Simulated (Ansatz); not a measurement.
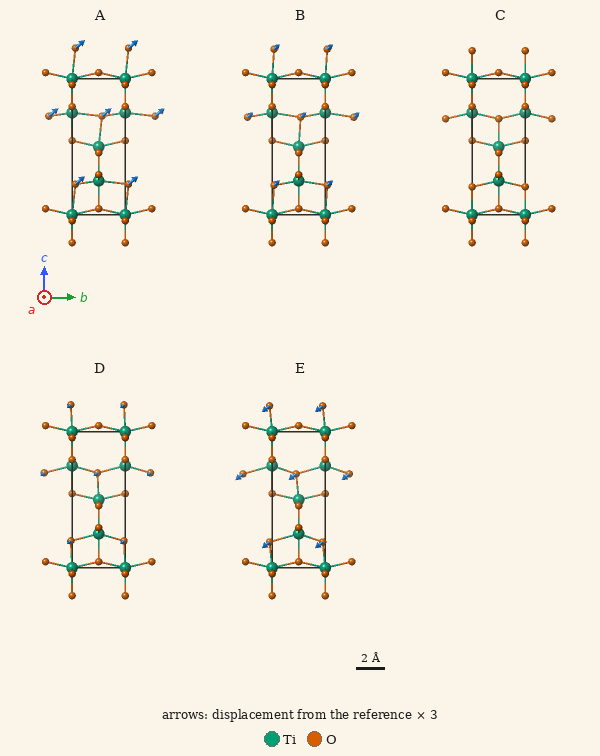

A scan of crystalline TiO₂ (I4_1/amd) along one coordinate. Style: ball-and-stick. Shown: the conventional cell (2 times the calculation's cell), along the a axis. Blue arrows: displacements from the reference. Lengths and directions refer to the drawn axes.

These are results of DFT PBE+U, scalar-relativistic, plane waves, PAW (Ansatz), not measurements. (plane-wave cutoff 420 eV; k-point mesh 8 × 8 × 8; occupations gaussian; smearing width 0.05 eV; U Ti 4.0 eV; no spin polarisation). Energies (free energies at the smearing named) are counted from the relaxed crystal.

Question: Which coordinate changes from frame to frame?

Answer: An O atom (one in each cell of 6 atoms) is moved towards the nearest copy of atom 5 (O) at 2.471 Å, all else fixed. In the frames the displacement is −0.30 Å (A), −0.18 Å (B), 0.00 Å (C), 0.12 Å (D), 0.24 Å (E). Their energies are 618 meV/cell, 213 meV/cell, 0 meV/cell, 102 meV/cell, 434 meV/cell.
